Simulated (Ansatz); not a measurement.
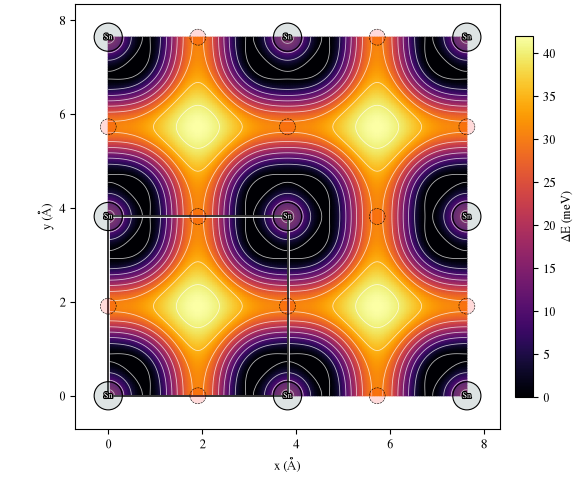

Energy landscape of H on a two-dimensional sheet of SnO (4 atoms of substrate and one adsorbate in a 1 × 1 cell). H is moved over the surface cell at a fixed height above a rigid substrate; the origin of the map has the adsorbate above Sn4; the height is held at 2.50 Å. Places are given modulo a cell vector. The map is drawn in real space over the plane of the surface. The grid has 8 × 8 points; 15 points were computed and 49 follow by symmetry. All energies are given in meV relative to the lowest grid point. With one adsorbate in each 1 × 1 cell, its nearest image is 3.8 Å away, so neighbouring adsorbates interact. At a fixed height the lowest place need not be the adsorption site. Computed with Ansatz 0.2.0, DFT PBE+D3(BJ), scalar-relativistic, plane waves, PAW. Settings: cutoff 420 eV, k-mesh 7×7×1, gaussian smearing 0.05 eV, spin-polarised.

In the figure: a smooth colour map with a few white contour lines, labelled circles for the atoms of the top layer and small ones for the second layer, the outline of one cell of the 2 × 2 shown. Between grid points the surface is interpolated. 

Q: What does the map say about the system?

A: The lowest grid point is at (1/8, 1/8) of the cell vectors [nearest 1 Sn at 2.59 Å]; the map holds 4 wells of about this depth. The bottom of the well lies between grid points, at about (0.16, 0.16) of the cell vectors, about 1.6 meV lower on the interpolated surface. The highest grid point, a fourfold hollow over a third-layer Sn atom, (4/8, 4/8) of the cell vectors, lies 42.0 meV above the lowest. At the lowest point the adsorbate has 1 Sn at 2.59 Å as nearest neighbours, at the highest 4 Sn at 3.68 Å.

The values on the grid:

| second ↓, first → | 0/8 | 1/8 | 2/8 | 3/8 | 4/8 | 5/8 | 6/8 | 7/8 |
| --- | --- | --- | --- | --- | --- | --- | --- | --- |
| 7/8 | 5.5 | 0.0 | 1.9 | 20.2 | 31.5 | 20.2 | 1.9 | 0.0 |
| 6/8 | 0.8 | 1.9 | 11.1 | 27.0 | 34.9 | 27.0 | 11.1 | 1.9 |
| 5/8 | 18.4 | 20.2 | 27.0 | 36.0 | 39.8 | 36.0 | 27.0 | 20.2 |
| 4/8 | 30.9 | 31.5 | 34.9 | 39.8 | 42.0 | 39.8 | 34.9 | 31.5 |
| 3/8 | 18.4 | 20.2 | 27.0 | 36.0 | 39.8 | 36.0 | 27.0 | 20.2 |
| 2/8 | 0.8 | 1.9 | 11.1 | 27.0 | 34.9 | 27.0 | 11.1 | 1.9 |
| 1/8 | 5.5 | 0.0 | 1.9 | 20.2 | 31.5 | 20.2 | 1.9 | 0.0 |
| 0/8 | 16.2 | 5.5 | 0.8 | 18.4 | 30.9 | 18.4 | 0.8 | 5.5 |

Time for the 15 points that were run: 10 min on 1 thread of Arm Neoverse V1, on a shared host.

PAW datasets: the set soft_1.
